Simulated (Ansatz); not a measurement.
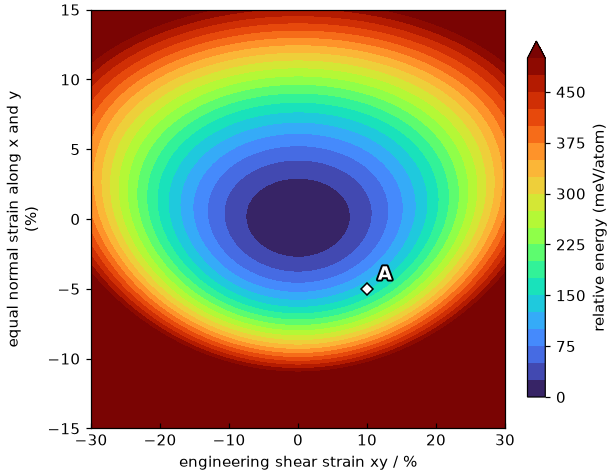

Si (Cmcm, No. 63; 12 atoms in the cell). 
- The energy is mapped over two homogeneous strains (x along [1 0 0], y along [0 1 0], z along [0 0 1] of the conventional cell).
- Coordinates scanned: (1) engineering shear strain xy; (2) equal normal strain along x and y.
- Nothing is relaxed (fractional coordinates fixed).
- Grid: 7 × 7 points; 28 points were computed and 21 follow by symmetry.
- Points are written as (first, second).
- Energies are in meV/atom, from the lowest grid point.
- The band gap closes in part of the range.
- The calculation used DFT PBEsol, scalar-relativistic, plane waves, PAW (Ansatz 0.2.0). Settings: cutoff 420 eV, k-mesh 10×10×4 in the order of the run's cell vectors, gaussian smearing 0.05 eV, no spin polarisation.

The picture shows filled contours, one colour for all values above the top of the scale, the point A. Between grid points the surface is interpolated.

Q: Which way does the force act at A, and how strong is it?

A: A, at (10 %, −5 %), is not a stationary point. The computed force is 11 meV/atom for each 1 % towards smaller values of engineering shear strain xy and 40 meV/atom for each 1 % towards larger values of the second coordinate.

PAW datasets: the set soft_1.
